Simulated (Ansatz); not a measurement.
Band edges of Li₂Se (Fm-3m).

The calculation's input:

```yaml
crystal:
  lattice:
    - [0.0, 3.0025, 3.0025]
    - [3.0025, 0.0, 3.0025]
    - [3.0025, 3.0025, 0.0]
  atoms:
    - { symbol: Li, position: [0.25, 0.25, 0.25] }
    - { symbol: Li, position: [0.75, 0.75, 0.75] }
    - { symbol: Se, position: [0.0, 0.0, 0.0] }
basis:
  ecutwfc: 420
kpoints:
  mp_grid: { grid: [12, 12, 12] }
hamiltonian:
  xc: lda
scf:
  occupations: { method: gaussian, width: 0.05 }
output:
  forces: true
  eigenvalues: true
  eigenstates:
    nscf_kmesh: { grid: [34, 34, 34] }
    top_band: c6
    de_dk: true
    localisation: true
  stress: true
checkpoint:
  write: ck
  compress: false
  write_wavefunctions: false
  write_every: 100000
```

Run with:

```sh
ansatz run input.yaml --threads 1 --pin off --max-ram 3072MiB --backend cpu --events-out ev --progress --plain --runs-dir out
```

Computed with DFT LDA, scalar-relativistic, plane waves, PAW; levels and slopes on a dense k mesh at the converged density in Ansatz 0.2.0. No spin polarisation. The levels come from a k mesh of 34×34×34 points. Unrelaxed database geometry.

Masses come from a second pass at points close to the extrema; at the energies drawn a band may no longer be parabolic.

The gap is indirect, 2.81 eV at this level of theory, which underestimates gaps and can reorder valleys that lie close.

Valence band: one maximum at Γ, three bands meeting there, with masses of 0.35 and 0.80 mₑ among them, each the same along x, y and z. Band 11 forms the valence edge; band 10 meets it there and band 9 meets it there.
Conduction band: three equivalent minima at X, principal masses 0.31, 0.31 and 0.63 mₑ; one minimum at Γ, 0.38 eV above the edge, mass 0.28 mₑ in all directions. Band 12 forms the conduction edge.

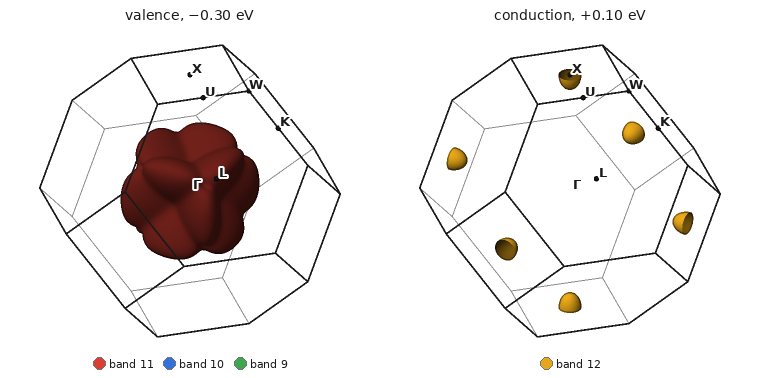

Constant-energy surfaces near the two band edges, measured from each edge.

Where one band's surface lies inside another's, the outer one hides all or part of it.

Spin-orbit coupling, left out here, can change the gap, its kind, the place of the band edges and the masses, since the compound holds Se.
